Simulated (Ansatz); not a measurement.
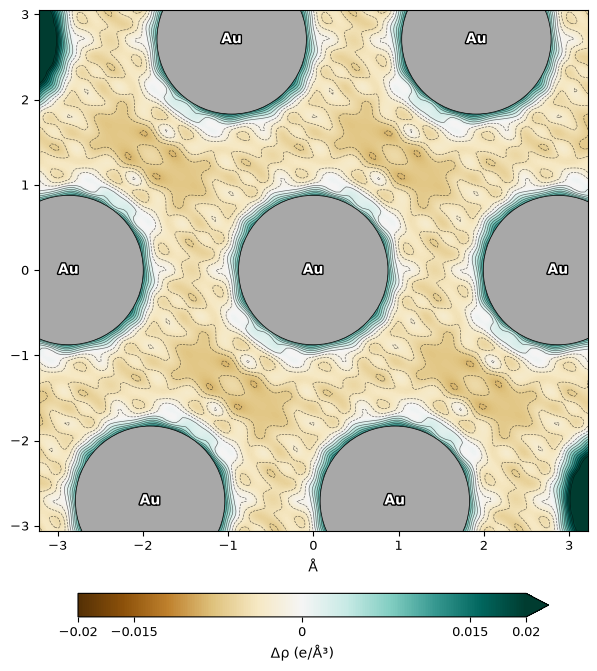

Au. Difference of the valence pseudo-densities of two functionals at the same geometry, on the (001) plane of the calculation cell: one of PBEsol and r2SCAN less the other.

Space group Im-3m; a structure from a database of computed crystals, not necessarily the ambient phase; computed without spin polarisation.

Both computed with Ansatz (plane waves, PAW), on the same k-point mesh. Grey discs cover the atomic cores.

Which was subtracted from which, and what does the map show?

Answer. It is r2SCAN less PBEsol. Against PBEsol, r2SCAN gives less density in the space between the atoms (−0.007 e/Å³ on average) and a change of −0.006 e/Å³ at the midpoint of Au–Au.
